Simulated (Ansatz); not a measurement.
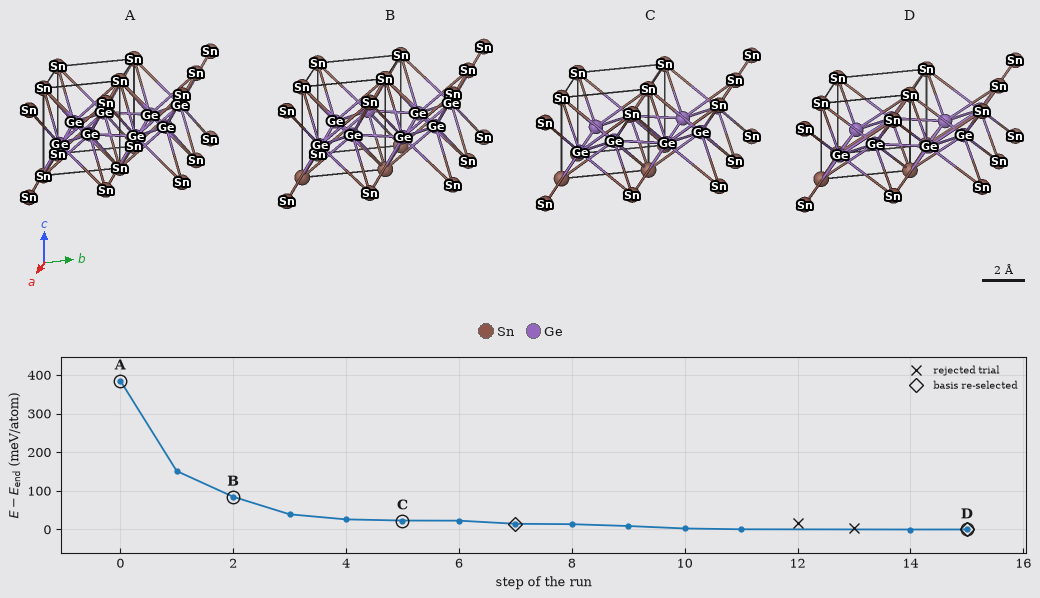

Frames of a relaxation of crystalline SnGe2 (a generated structure, set up in P6/mmm) (coarse preliminary run), marked on the history of the run. Style: ball-and-stick. Shown: the cell of the calculation, repeated 2 × 2 × 1 with one cell outlined, slightly off an axis.

Level of theory: DFT PBE, scalar-relativistic, plane waves, PAW (Ansatz). Set-up: plane-wave cutoff 420 eV; k-point mesh 6 × 6 × 4; occupations gaussian; smearing width 0.1 eV; no spin polarisation; cell and atoms relaxed; force threshold 0.04 eV/Å; at most 70 steps.

**Describe the path.**

No atom moves by more than 0.005 Å relative to the cell. Cell: a = b 3.946 → 4.592 Å (+16.4 %), c 4.410 → 3.828 Å (−13.2 %). Volume +17.5 %. Near-neighbour distances that change, for instance: Ge–Ge 2.278 → 2.651 Å, Ge–Sn 3.171 → 3.270 Å. The space group stays P6/mmm (No. 191). The energy falls by 386 meV per atom in 11 accepted moves (15 points after the start). All forces vanish by symmetry, so only the cell relaxes. Pressure: 20.06 GPa at the start and −0.09 GPa at the end. The line search rejected the trial steps at points 12, 13 of the run. The SCF was repeated twice at an unchanged geometry on a basis and grid sized afresh for the cell, which shifted the energy by 8.1 meV per atom at most. From step 0 to 2: volume +23.0 %, energy −301 meV per atom. From step 2 to 5: volume −2.0 %, energy −61.7 meV per atom. From step 5 to 15: volume −2.5 %, energy −23.1 meV per atom.
